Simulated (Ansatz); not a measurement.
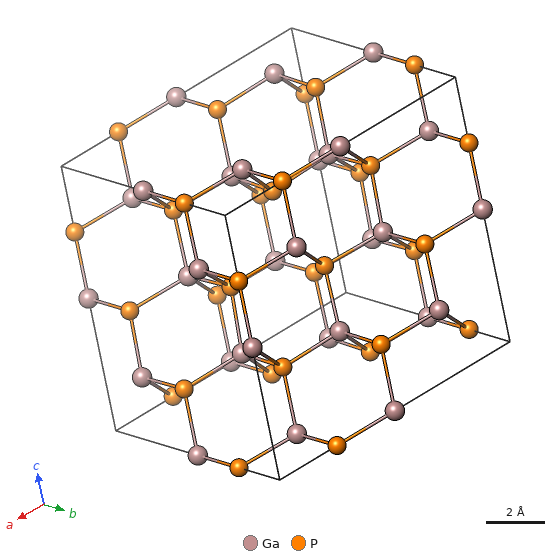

This ball-and-stick model is shown from a general direction. The supercell is outlined; an atom on or near a face, edge or corner is repeated at each equivalent position. The host is GaP, in a cell of 32 sites, and the cell is neutral.

Spot the defect.

Answer. A gallium vacancy. Around the empty site lie four P at about 2.2 Å.

Calculation details: DFT PBEsol, scalar-relativistic, plane waves, PAW in Ansatz 0.2.0; a basis cut at 420 eV, Brillouin-zone sampling on a 2×2×2 mesh, Gaussian smearing of 0.02 eV, collinear spins.

Is there a net spin in the supercell?

Answer. Yes, 1.5 μB in the cell.

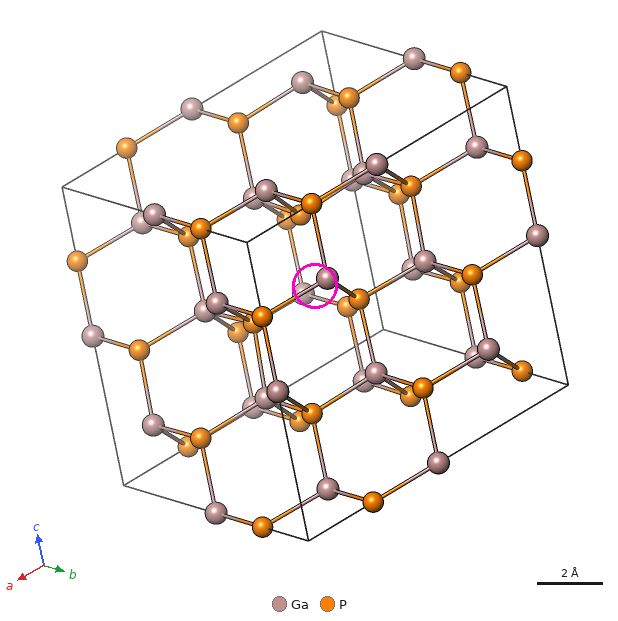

The same cell with a ring at the defect's site.

The atoms were relaxed in the host's cell with DFT PBEsol, scalar-relativistic, plane waves, PAW (Ansatz 0.2.0).
